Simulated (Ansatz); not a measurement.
# Run report: WS2, single-point calculation (part 2 of 2)

Continued. System: WS2 (48 atoms in the cell). Method: DFT PBE+D3(BJ), scalar-relativistic, plane waves, PAW, no spin polarisation (Ansatz 0.2.0); cutoff 420 eV, 2×2×2 k-mesh, Gaussian smearing of 0.01 eV. The structure derives from a Materials Project entry. It belongs to a series of runs on one base structure; here: the perfect crystal in a cell of 48 atoms.

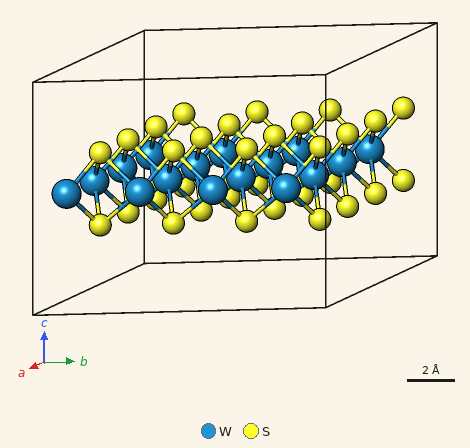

**Figure 1.** The structure (ball-and-stick view of the cell of the calculation, with the vacuum cut short, seen slightly off an axis). An atom can appear more than once, as a periodic image.

## Output, continued
```
  k-point 0: bands = ["-73.5192", "-73.5099", "-73.5099", "-73.5099", "-73.5099", "-73.5099", "-73.5099", "-73.5006", "-73.5006", "-73.5006", "-73.5006", "-73.5006", "-73.5006", "-73.5006", "-73.5006", "-73.5006", "-37.9939", "-37.9939", "-37.9939", "-37.9281", "-37.9281", "-37.9281", "-37.9281", "-37.9281", "-37.9281", "-37.8178", "-37.8178", "-37.8178", "-37.8178", "-37.8178", "-37.8178", "-37.8136", "-37.7891", "-37.7891", "-37.7891", "-37.7891", "-37.7891", "-37.7891", "-37.7803", "-37.7803",
      "-37.7803", "-37.7803", "-37.7803", "-37.7803", "-37.7469", "-37.7469", "-37.7469", "-37.7469", "-37.7469", "-37.7469", "-37.7468", "-37.7468", "-37.7468", "-37.7209", "-37.7209", "-37.7209", "-37.6788", "-37.6788", "-37.6788", "-37.6788", "-37.6788", "-37.6788", "-37.6363", "-37.6363", "-14.4175", "-13.4678", "-13.4678", "-13.4678", "-13.4678", "-13.4678", "-13.4678", "-12.7841", "-12.4320", "-12.4320", "-12.4320", "-12.4320", "-12.4320", "-12.4320", "-12.2615", "-12.2615",
      "-12.2615", "-12.2615", "-12.2615", "-12.2615", "-12.2284", "-12.2284", "-12.2284", "-12.0028", "-12.0028", "-12.0028", "-11.9768", "-11.9768", "-11.9768", "-11.9768", "-11.9768", "-11.9768", "-6.1311", "-6.1311", "-6.1311", "-6.0080", "-5.3334", "-5.3334", "-5.3334", "-5.3334", "-5.3334", "-5.3334", "-5.1091", "-5.1091", "-5.1091", "-5.1091", "-5.1091", "-5.1091", "-4.8936", "-4.8936", "-4.8936", "-4.8936", "-4.8936", "-4.8936", "-4.8020", "-4.8020",
      "-4.8020", "-4.0784", "-4.0784", "-4.0784", "-4.0784", "-4.0784", "-4.0784", "-4.0430", "-4.0430", "-4.0430", "-3.7347", "-3.7347", "-3.7347", "-3.7347", "-3.7347", "-3.7347", "-3.4905", "-3.4905", "-3.4905", "-3.4905", "-3.4905", "-3.4905", "-3.1743", "-3.1743", "-3.1743", "-3.1743", "-3.1743", "-3.1743", "-2.9872", "-2.9872", "-2.9872", "-2.9221", "-2.9221", "-2.9221", "-2.9221", "-2.9221", "-2.9221", "-2.4037", "-2.4037", "-2.2462",
      "-2.2462", "-2.2462", "-2.2462", "-2.2462", "-2.2462", "-1.7809", "-1.7794", "-1.7794", "-1.7794", "-1.5417", "-1.5417", "-1.5417", "-1.5417", "-1.5417", "-1.5417", "-1.5406", "-1.5406", "-1.5406", "-1.5406", "-1.5406", "-1.5406", "-1.2805", "-1.2805", "-1.2805", "-1.2805", "-1.2805", "-1.2805", "-1.1561", "-1.1561", "-0.8021", "-0.8021", "-0.8021", "-0.5364", "-0.5364", "-0.5364", "-0.4925", "-0.4925", "-0.4925", "-0.4925", "-0.4925",
      "-0.4925", "-0.1870", "-0.1870", "-0.1870", "-0.1870", "-0.1870", "-0.1870", "0.2798", "2.6939", "2.6939", "2.6939", "2.6939", "2.6939", "2.6939", "2.8592", "2.8592", "2.8592", "2.8592", "2.8592", "2.8592", "2.9923", "2.9923", "2.9923", "2.9923", "2.9923", "2.9923", "3.3501", "3.3501", "3.3604", "3.3604", "3.3604", "3.4823", "3.4823", "3.6108", "3.6108", "3.6108", "3.6108", "3.6108", "3.6108", "3.7779",
      "3.7779"]
  k-point 1: bands = ["-73.5192", "-73.5099", "-73.5099", "-73.5099", "-73.5099", "-73.5099", "-73.5099", "-73.5006", "-73.5006", "-73.5006", "-73.5006", "-73.5006", "-73.5006", "-73.5006", "-73.5006", "-73.5006", "-37.9939", "-37.9939", "-37.9939", "-37.9281", "-37.9281", "-37.9281", "-37.9281", "-37.9281", "-37.9281", "-37.8178", "-37.8178", "-37.8178", "-37.8178", "-37.8178", "-37.8178", "-37.8136", "-37.7890", "-37.7890", "-37.7890", "-37.7890", "-37.7890", "-37.7890", "-37.7803", "-37.7803",
      "-37.7803", "-37.7803", "-37.7803", "-37.7803", "-37.7469", "-37.7469", "-37.7469", "-37.7469", "-37.7469", "-37.7469", "-37.7468", "-37.7468", "-37.7468", "-37.7209", "-37.7209", "-37.7209", "-37.6788", "-37.6788", "-37.6788", "-37.6788", "-37.6788", "-37.6788", "-37.6363", "-37.6363", "-14.4175", "-13.4678", "-13.4678", "-13.4678", "-13.4678", "-13.4678", "-13.4678", "-12.7841", "-12.4320", "-12.4320", "-12.4320", "-12.4320", "-12.4320", "-12.4320", "-12.2615", "-12.2615",
      "-12.2615", "-12.2615", "-12.2615", "-12.2615", "-12.2284", "-12.2284", "-12.2284", "-12.0028", "-12.0028", "-12.0028", "-11.9768", "-11.9768", "-11.9768", "-11.9768", "-11.9768", "-11.9768", "-6.1311", "-6.1311", "-6.1311", "-6.0080", "-5.3334", "-5.3334", "-5.3334", "-5.3334", "-5.3334", "-5.3334", "-5.1091", "-5.1091", "-5.1091", "-5.1091", "-5.1091", "-5.1091", "-4.8936", "-4.8936", "-4.8936", "-4.8936", "-4.8936", "-4.8936", "-4.8020", "-4.8020",
      "-4.8020", "-4.0784", "-4.0784", "-4.0784", "-4.0784", "-4.0784", "-4.0784", "-4.0430", "-4.0430", "-4.0430", "-3.7347", "-3.7347", "-3.7347", "-3.7347", "-3.7347", "-3.7347", "-3.4905", "-3.4905", "-3.4905", "-3.4905", "-3.4905", "-3.4905", "-3.1743", "-3.1743", "-3.1743", "-3.1743", "-3.1743", "-3.1743", "-2.9872", "-2.9872", "-2.9872", "-2.9221", "-2.9221", "-2.9221", "-2.9221", "-2.9221", "-2.9221", "-2.4037", "-2.4037", "-2.2462",
      "-2.2462", "-2.2462", "-2.2462", "-2.2462", "-2.2462", "-1.7809", "-1.7794", "-1.7794", "-1.7794", "-1.5417", "-1.5417", "-1.5417", "-1.5417", "-1.5417", "-1.5417", "-1.5406", "-1.5406", "-1.5406", "-1.5406", "-1.5406", "-1.5406", "-1.2805", "-1.2805", "-1.2805", "-1.2805", "-1.2805", "-1.2805", "-1.1561", "-1.1561", "-0.8021", "-0.8021", "-0.8021", "-0.5364", "-0.5364", "-0.5364", "-0.4925", "-0.4925", "-0.4925", "-0.4925", "-0.4925",
      "-0.4925", "-0.1870", "-0.1870", "-0.1870", "-0.1870", "-0.1870", "-0.1870", "0.2798", "2.6939", "2.6939", "2.6939", "2.6939", "2.6939", "2.6939", "2.8592", "2.8592", "2.8592", "2.8592", "2.8592", "2.8592", "2.9923", "2.9923", "2.9923", "2.9923", "2.9923", "2.9923", "3.3501", "3.3501", "3.3604", "3.3604", "3.3604", "3.4823", "3.4823", "3.6108", "3.6108", "3.6108", "3.6108", "3.6108", "3.6108", "3.7779",
      "3.7779"]
  k-point 2: bands = ["-73.5165", "-73.5165", "-73.5119", "-73.5119", "-73.5053", "-73.5053", "-73.5053", "-73.5053", "-73.5034", "-73.5034", "-73.5006", "-73.5006", "-73.5006", "-73.5006", "-73.4987", "-73.4987", "-37.9663", "-37.9663", "-37.9663", "-37.9663", "-37.9429", "-37.9429", "-37.9321", "-37.9321", "-37.8881", "-37.8881", "-37.8881", "-37.8881", "-37.8306", "-37.8306", "-37.8039", "-37.8039", "-37.7872", "-37.7872", "-37.7748", "-37.7748", "-37.7636", "-37.7636", "-37.7636", "-37.7636",
      "-37.7567", "-37.7567", "-37.7497", "-37.7497", "-37.7497", "-37.7497", "-37.7468", "-37.7468", "-37.7468", "-37.7468", "-37.7399", "-37.7399", "-37.7189", "-37.7189", "-37.7189", "-37.7189", "-37.7086", "-37.7086", "-37.6901", "-37.6901", "-37.6760", "-37.6760", "-37.6488", "-37.6488", "-14.1575", "-14.1575", "-13.6810", "-13.6810", "-12.9073", "-12.9073", "-12.9073", "-12.9073", "-12.6870", "-12.6870", "-12.6405", "-12.6405", "-12.5094", "-12.5094", "-12.2451", "-12.2451",
      "-12.2451", "-12.2451", "-12.2243", "-12.2243", "-12.2243", "-12.2243", "-12.1391", "-12.1391", "-11.9898", "-11.9898", "-11.9898", "-11.9898", "-11.9599", "-11.9599", "-11.8581", "-11.8581", "-5.7925", "-5.7925", "-5.7925", "-5.7925", "-5.7002", "-5.7002", "-5.6766", "-5.6766", "-5.3070", "-5.3070", "-5.2874", "-5.2874", "-5.1884", "-5.1884", "-5.1635", "-5.1635", "-5.1635", "-5.1635", "-4.8503", "-4.8503", "-4.8503", "-4.8503", "-4.4169", "-4.4169",
      "-4.0925", "-4.0925", "-4.0925", "-4.0925", "-4.0392", "-4.0392", "-4.0378", "-4.0378", "-4.0378", "-4.0378", "-3.9402", "-3.9402", "-3.9402", "-3.9402", "-3.9051", "-3.9051", "-3.8446", "-3.8446", "-3.2415", "-3.2415", "-3.0709", "-3.0709", "-3.0709", "-3.0709", "-3.0514", "-3.0514", "-3.0514", "-3.0514", "-3.0458", "-3.0458", "-3.0332", "-3.0332", "-2.9622", "-2.9622", "-2.7909", "-2.7909", "-2.4718", "-2.4718", "-2.4597", "-2.4597",
      "-2.1508", "-2.1508", "-1.9191", "-1.9191", "-1.9191", "-1.9191", "-1.9111", "-1.9111", "-1.8554", "-1.8554", "-1.8554", "-1.8554", "-1.8194", "-1.8194", "-1.6801", "-1.6801", "-1.6801", "-1.6801", "-1.6584", "-1.6584", "-1.5389", "-1.5389", "-1.2082", "-1.2082", "-1.2082", "-1.2082", "-0.9880", "-0.9880", "-0.9596", "-0.9596", "-0.8531", "-0.8531", "-0.8161", "-0.8161", "-0.5075", "-0.5075", "-0.5075", "-0.5075", "-0.2343", "-0.2343",
      "-0.2256", "-0.2256", "-0.2256", "-0.2256", "0.1441", "0.1441", "0.2308", "0.2308", "2.5474", "2.5474", "2.5530", "2.5530", "2.5530", "2.5530", "2.5961", "2.5961", "2.9435", "2.9435", "3.0766", "3.0766", "3.1203", "3.1203", "3.1250", "3.1250", "3.1250", "3.1250", "3.2112", "3.2112", "3.2145", "3.2145", "3.2169", "3.2169", "3.2706", "3.2706", "3.3659", "3.3659", "3.3659", "3.3659", "3.7210", "3.7210",
      "3.7210"]
  k-point 3: bands = ["-73.5165", "-73.5165", "-73.5119", "-73.5119", "-73.5053", "-73.5053", "-73.5053", "-73.5053", "-73.5034", "-73.5034", "-73.5006", "-73.5006", "-73.5006", "-73.5006", "-73.4987", "-73.4987", "-37.9663", "-37.9663", "-37.9663", "-37.9663", "-37.9429", "-37.9429", "-37.9321", "-37.9321", "-37.8881", "-37.8881", "-37.8881", "-37.8881", "-37.8306", "-37.8306", "-37.8039", "-37.8039", "-37.7872", "-37.7872", "-37.7748", "-37.7748", "-37.7636", "-37.7636", "-37.7636", "-37.7636",
      "-37.7566", "-37.7566", "-37.7497", "-37.7497", "-37.7497", "-37.7497", "-37.7468", "-37.7468", "-37.7468", "-37.7468", "-37.7399", "-37.7399", "-37.7189", "-37.7189", "-37.7189", "-37.7189", "-37.7086", "-37.7086", "-37.6901", "-37.6901", "-37.6760", "-37.6760", "-37.6488", "-37.6488", "-14.1575", "-14.1575", "-13.6810", "-13.6810", "-12.9073", "-12.9073", "-12.9073", "-12.9073", "-12.6870", "-12.6870", "-12.6405", "-12.6405", "-12.5094", "-12.5094", "-12.2451", "-12.2451",
      "-12.2451", "-12.2451", "-12.2243", "-12.2243", "-12.2243", "-12.2243", "-12.1391", "-12.1391", "-11.9898", "-11.9898", "-11.9898", "-11.9898", "-11.9599", "-11.9599", "-11.8581", "-11.8581", "-5.7925", "-5.7925", "-5.7925", "-5.7925", "-5.7002", "-5.7002", "-5.6766", "-5.6766", "-5.3070", "-5.3070", "-5.2874", "-5.2874", "-5.1884", "-5.1884", "-5.1635", "-5.1635", "-5.1635", "-5.1635", "-4.8503", "-4.8503", "-4.8503", "-4.8503", "-4.4169", "-4.4169",
      "-4.0925", "-4.0925", "-4.0925", "-4.0925", "-4.0392", "-4.0392", "-4.0378", "-4.0378", "-4.0378", "-4.0378", "-3.9402", "-3.9402", "-3.9402", "-3.9402", "-3.9051", "-3.9051", "-3.8446", "-3.8446", "-3.2415", "-3.2415", "-3.0709", "-3.0709", "-3.0709", "-3.0709", "-3.0514", "-3.0514", "-3.0514", "-3.0514", "-3.0458", "-3.0458", "-3.0332", "-3.0332", "-2.9622", "-2.9622", "-2.7909", "-2.7909", "-2.4718", "-2.4718", "-2.4597", "-2.4597",
      "-2.1508", "-2.1508", "-1.9191", "-1.9191", "-1.9191", "-1.9191", "-1.9111", "-1.9111", "-1.8554", "-1.8554", "-1.8554", "-1.8554", "-1.8194", "-1.8194", "-1.6801", "-1.6801", "-1.6801", "-1.6801", "-1.6584", "-1.6584", "-1.5389", "-1.5389", "-1.2082", "-1.2082", "-1.2082", "-1.2082", "-0.9880", "-0.9880", "-0.9596", "-0.9596", "-0.8531", "-0.8531", "-0.8161", "-0.8161", "-0.5075", "-0.5075", "-0.5075", "-0.5075", "-0.2343", "-0.2343",
      "-0.2256", "-0.2256", "-0.2256", "-0.2256", "0.1441", "0.1441", "0.2308", "0.2308", "2.5475", "2.5475", "2.5531", "2.5531", "2.5531", "2.5531", "2.5961", "2.5961", "2.9436", "2.9436", "3.0767", "3.0767", "3.1203", "3.1203", "3.1250", "3.1250", "3.1250", "3.1250", "3.2112", "3.2112", "3.2145", "3.2145", "3.2169", "3.2169", "3.2706", "3.2706", "3.3659", "3.3659", "3.3659", "3.3659", "3.7210", "3.7210",
      "3.7210"]
```

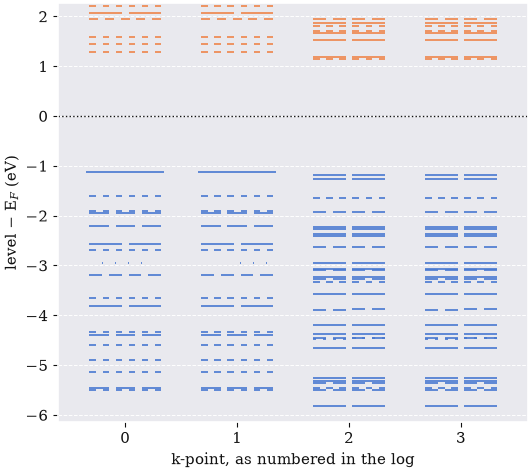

**Figure 2.** Kohn–Sham levels near the Fermi level (dotted) at the few k-points that the log prints; levels within 0.02 eV of each other stand side by side. Among these points the highest filled and lowest empty levels are 2.27 eV apart, which is the gap on the mesh.

## Summary

- outcome: converged
- space group (tolerance 0.01 Å): P-6m2 (187)
- electrons treated: 416
- free energy: −195077.7805 eV
- Fermi energy: 1.414 eV
- gap on the k-point mesh: 2.27 eV
- pressure: −0.02 GPa
- largest force (length of the vector): 0.001 eV/Å
- hardware: 4 threads of Arm Neoverse V2, 24 GiB of memory available, shared host
- wall time: 42 s (CPU time 2.8 min)
- peak memory: 8.2 GiB

Spin–orbit coupling is left out, which matters for W.
